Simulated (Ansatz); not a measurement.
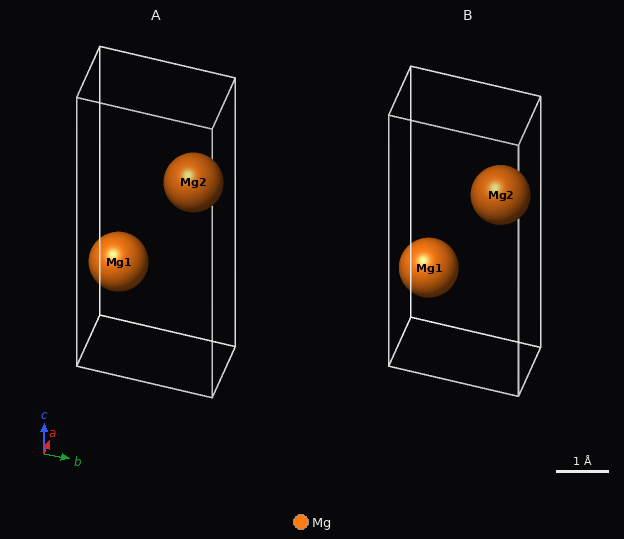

Two geometries of crystalline Mg (a generated structure, set up in Cmcm), drawn at one scale. One is the start of a relaxation, the other its converged end. A ball-and-stick model of the cell of the calculation, seen from a free direction.

Theory: DFT PBE, scalar-relativistic, plane waves, PAW (Ansatz 0.2.0). (plane-wave cutoff 420 eV; k-point mesh 15 × 15 × 8; occupations gaussian; smearing width 0.1 eV; no spin polarisation; cell and atoms relaxed; force threshold 0.01 eV/Å; at most 60 steps)

**Which geometry has the lower energy?**

Structure B is the relaxed one. Case: Ca → Mg on all its sites, cell and atoms relaxed. The atoms keep their places relative to the cell (all moves are under 0.005 Å). Cell: a = b 3.352 → 3.211 Å (−4.2 %), c 5.509 → 5.147 Å (−6.6 %). Volume −14.3 %. Near-neighbour distances that change, for instance: Mg1–Mg2 3.366 → 3.172 Å, Mg1–Mg1 3.352 → 3.211 Å. The space group stays P6_3/mmc (No. 194). The energy falls by 0.115 eV per cell of the calculation in 3 accepted moves (4 points after the start). Largest force component: 0.00057 eV/Å at the start, under 0.0001 eV/Å at the end. The pressure goes from −4.06 to −0.06 GPa. The SCF was repeated once at an unchanged geometry on a basis and grid sized afresh for the cell, which shifted the energy by 0.2 meV per cell of the calculation at most.
